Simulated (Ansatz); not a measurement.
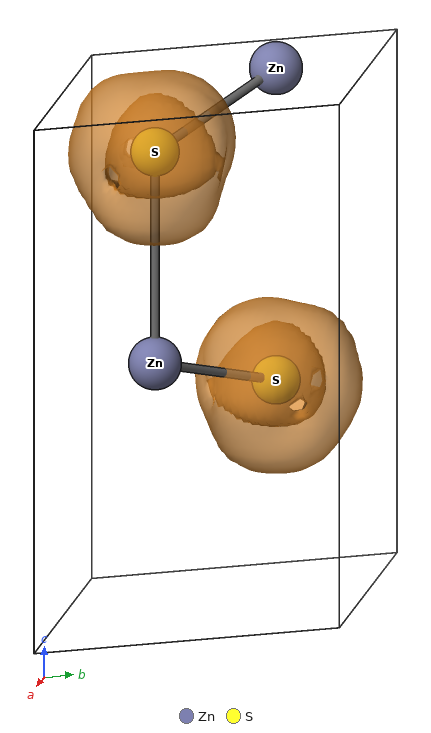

The picture shows: ZnS. Isosurface of the ELF at 0.8 (orange), seen slightly off an axis. Core shells and regions of very low density are left out. Sticks mark near contacts.

Space group P6₃mc; changed on purpose from its base cell (strained and moved within the space group); not relaxed (largest force 0.4 eV/Å); computed pressure about −8 GPa in this cell.

These are results of Ansatz 0.2.0, DFT PBEsol, scalar-relativistic, plane waves, PAW, not measurements.

**Identify the bonds, lone pairs and shells in this picture.**

At this value the surface marks out two regions wrapped around S (the valence shell of each), counted in one cell of 4 atoms. Any copies at cell faces, edges or corners count once. Along the contacts the grid gives the following. Zn–S (2.38 Å): the ELF peaks at about 0.90 in the valence shell of S, 0.8 Å from its nucleus, and is about 0.55 at the midpoint. Zn–S (2.67 Å): the ELF peaks at about 0.90 in the valence shell of S, 0.9 Å from its nucleus, and drops to about 0.15 between the two atoms.

**Does the calculation make it a metal, or give it a gap?**

It is gapped, with a Kohn–Sham gap of 1.5 eV on the k-point mesh, an upper bound to the gap of this method.
